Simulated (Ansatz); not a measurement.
## Electronic structure of SnO in real space

```xyz
4
Lattice="3.4010 0.0000 0.0000 0.0000 5.7518 0.0000 0.0000 0.0000 4.1086" Properties=species:S:1:pos:R:3 pbc="T T T"
Sn    0.0000    1.3339    2.1083
Sn    1.7005    4.4179    0.0540
O     0.0000    5.1263    3.0275
O     1.7005    0.6255    0.9732
```

Space group Pmn2₁; a structure from a database of computed crystals, not necessarily the ambient phase; not relaxed (largest force 0.8 eV/Å); computed pressure about −4 GPa in this cell.

Method: Ansatz, DFT r2SCAN, scalar-relativistic, plane waves, PAW.

Core electrons are frozen (PAW), and the valence fields are smoothed inside the atomic spheres.

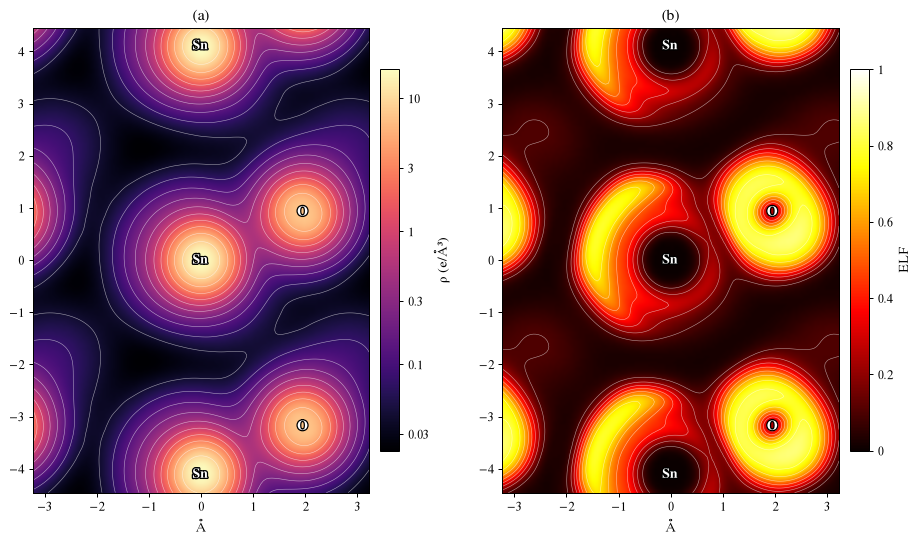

Figure 1. (a) valence electron density; (b) electron localisation function on the (100) plane of the conventional cell.

What does the map show?

The section cuts through Sn and O sites. Sn–O (2.16 Å): the density is about 0.53 e/Å³ at the midpoint; the ELF peaks at about 0.85 in the valence shell of O, 0.6 Å from its nucleus, and is about 0.20 at the midpoint: no shared electron pair shows on this line. Between the atoms the lowest density in this plane is 0.02 e/Å³. The ELF also peaks beside O and Sn, away from the bonds: lone-pair regions.

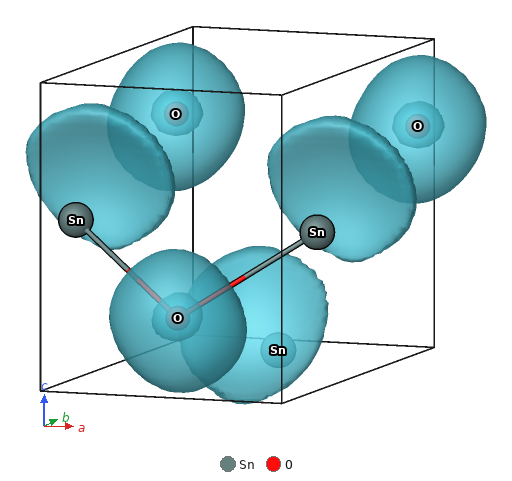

Figure 2. Isosurface of the electron localisation function at 0.65 (cyan), seen slightly off an axis. Core shells and regions of very low density are left out. Sticks mark near contacts.

Identify the bonds, lone pairs and shells in this picture.

The ELF exceeds this value in two lobes on Sn, pointing away from the bonds (lone pairs) and two regions wrapped around O (the valence shell of each), counted in one cell of 4 atoms. Any copies at cell faces, edges or corners count once.

Does the calculation give a band gap?

It is gapped, with a Kohn–Sham gap of 1.7 eV on the k-point mesh, an upper bound to the gap of this method.
